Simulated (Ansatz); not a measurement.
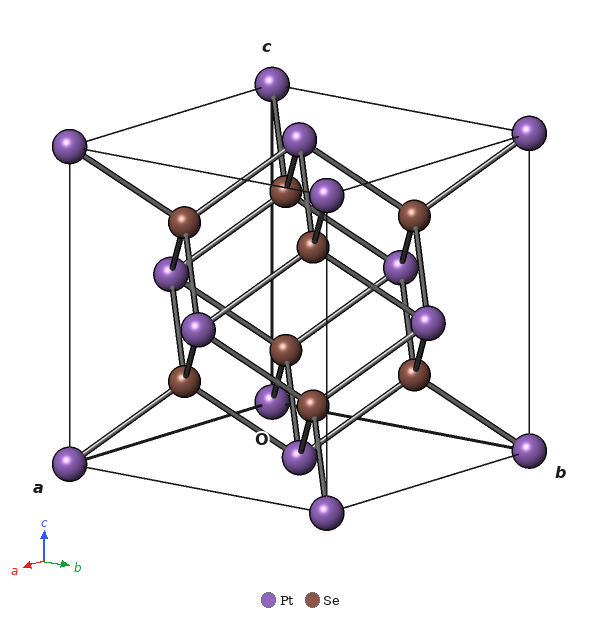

Crystal: PtSe2, the input geometry of an electronic-structure calculation (not necessarily at equilibrium); the starting structure was generated, so it need not be a known form of this composition. One unit cell is drawn above. Symmetry computed with spglib at a tolerance of 0.002 Å; standard conventional cell.

```xyz
12
Lattice="6.2618 0.0000 0.0000 0.0000 6.2618 0.0000 0.0000 0.0000 6.2618" Properties=species:S:1:pos:R:3 pbc="T T T"
Pt    0.0000    0.0000    0.0000
Se    1.5654    4.6963    4.6963
Se    1.5654    1.5654    4.6963
Pt    0.0000    3.1309    3.1309
Se    1.5654    1.5654    1.5654
Se    1.5654    4.6963    1.5654
Pt    3.1309    0.0000    3.1309
Se    4.6963    4.6963    1.5654
Se    4.6963    1.5654    1.5654
Pt    3.1309    3.1309    0.0000
Se    4.6963    1.5654    4.6963
Se    4.6963    4.6963    4.6963
```

Question: What is its point group?

Answer: m-3m (Oh), order 48, cubic system: three fourfold axes, four threefold axes, six twofold axes, nine mirror planes, an inversion centre.

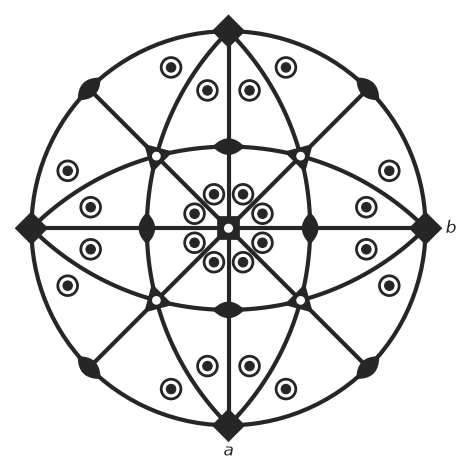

Stereographic projection: filled dots lie in the upper hemisphere, open rings in the lower; heavy lines are mirror planes (a heavy rim: a mirror in the plane of the page); lens, triangle, square and hexagon are 2-, 3-, 4- and 6-fold axes, a lens in an open square is −4, a triangle in an open hexagon −6; thin dashed diameters join the ends of axes that lie in the page; a small open circle marks inversion. The poles are one general form. The c axis points at the viewer.

Question: What does this class allow?

Answer: Class m-3m is centrosymmetric, so neither piezoelectric nor pyroelectric; it is not chiral. Its Laue class is m-3m.
